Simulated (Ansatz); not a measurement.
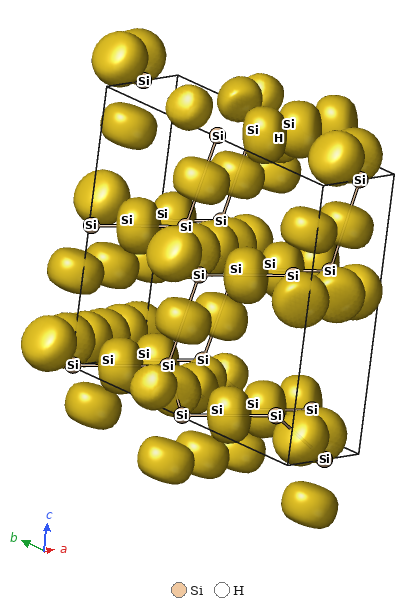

Figure. Si$_{16}$H (cell with a defect). Isosurface of the ELF at 0.8 (yellow), seen at an oblique angle. Core shells and regions of very low density are left out. Sticks mark near contacts.

The program warned that a starting moment wasn't kept; spin-polarised, but the moments vanished.

Theory: DFT PBEsol, scalar-relativistic, plane waves, PAW (Ansatz 0.2.0).

Core electrons are frozen (PAW), and the valence fields are smoothed inside the atomic spheres.

The calculation's input:

```
crystal:
  lattice:
    - [0.0, 5.43, 5.43]
    - [5.43, 0.0, 5.43]
    - [5.43, 5.43, 0.0]
  atoms:
    - { symbol: Si, position: [0.0, 0.0, 0.0] }
    - { symbol: Si, position: [0.125, 0.125, 0.125] }
    - { symbol: Si, position: [0.0, 0.0, 0.5] }
    - { symbol: Si, position: [0.125, 0.125, 0.625] }
    - { symbol: Si, position: [0.0, 0.5, 0.0] }
    - { symbol: Si, position: [0.125, 0.625, 0.125] }
    - { symbol: Si, position: [0.0, 0.5, 0.5] }
    - { symbol: Si, position: [0.125, 0.625, 0.625] }
    - { symbol: Si, position: [0.5, 0.0, 0.0] }
    - { symbol: Si, position: [0.625, 0.125, 0.125] }
    - { symbol: Si, position: [0.5, 0.0, 0.5] }
    - { symbol: Si, position: [0.625, 0.125, 0.625] }
    - { symbol: Si, position: [0.5, 0.5, 0.0] }
    - { symbol: Si, position: [0.625, 0.625, 0.125] }
    - { symbol: Si, position: [0.5, 0.5, 0.5] }
    - { symbol: Si, position: [0.625, 0.625, 0.625] }
    - { symbol: H, position: [0.8057513, 0.3189419, 0.0700893], spin: 1.0 }
magnetization:
  spin_polarized: true
basis:
  ecutwfc: 420.0
kpoints:
  mp_grid: { grid: [2, 2, 2] }
hamiltonian:
  xc: pbesol
scf:
  occupations: { method: fermi_dirac, width: 0.05 }
  lower_state_search: "off"
relax:
  f_tol: 0.08
  max_steps: 25
  adjacent_minimum: "off"
output:
  write_density: true
  write_potential: true
  elf: true
  volumetric_format: npy
```

Run with:

```sh
ansatz run input.yaml --threads 1 --pin off --max-ram 3072MiB --backend cpu --events-out ev --progress --plain --runs-dir out
```

The fields are those of the relaxed geometry.

**Describe the localisation domains.**

At this value the surface marks out 32 regions between bonded Si–Si atoms (shared pairs) and one region around a hydrogen nucleus, counted in one cell of 17 atoms. Regions shared between cells count once. Along the contacts the grid gives the following. Si–H (1.73 Å): the ELF climbs to about 1 towards the hydrogen, as it does in any bond to H. Si–Si (2.34 Å): the ELF peaks at about 0.95 between the atoms; a covalent bond.
